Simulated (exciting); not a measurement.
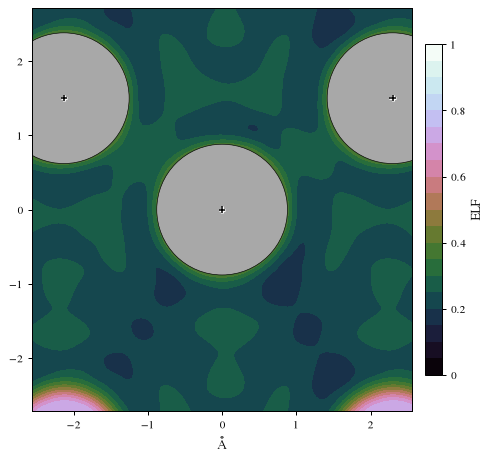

The electron localisation function on a plane through atoms (crosses mark nuclei in the plane; grey discs cover the cores).

These are results of Kohn-Sham DFT of a periodic cell, PBEsol, all-electron LAPW+lo, shipped species files in exciting, not measurements.

Candidates:
A. Rh, a = 2.73 Å, b = 2.73 Å, c = 4.43 Å, α = 90.00°, β = 90.00°, γ = 120.00°. Space group P-1; a structure from a database of computed crystals, not necessarily the ambient phase; not relaxed (largest force 0.8 eV/Å).
B. Pt, a = 2.72 Å, b = 2.74 Å, c = 2.75 Å, α = 109.51°, β = 108.80°, γ = 109.59°. Space group P-1; a structure from a database of computed crystals, not necessarily the ambient phase.
C. Ni, a = 2.45 Å, b = 2.45 Å, c = 4.07 Å, α = 90.00°, β = 90.00°, γ = 120.00°. Space group P6₃/mmc; a structure from a database of computed crystals, not necessarily the ambient phase; spin-polarised.

Which system is this?

Answer. Candidate A: Rh on the (110) plane of the conventional cell, which holds Rh. Rh–Rh (2.61 Å): the ELF is about 0.30 at the midpoint: no localised pair shows between them.
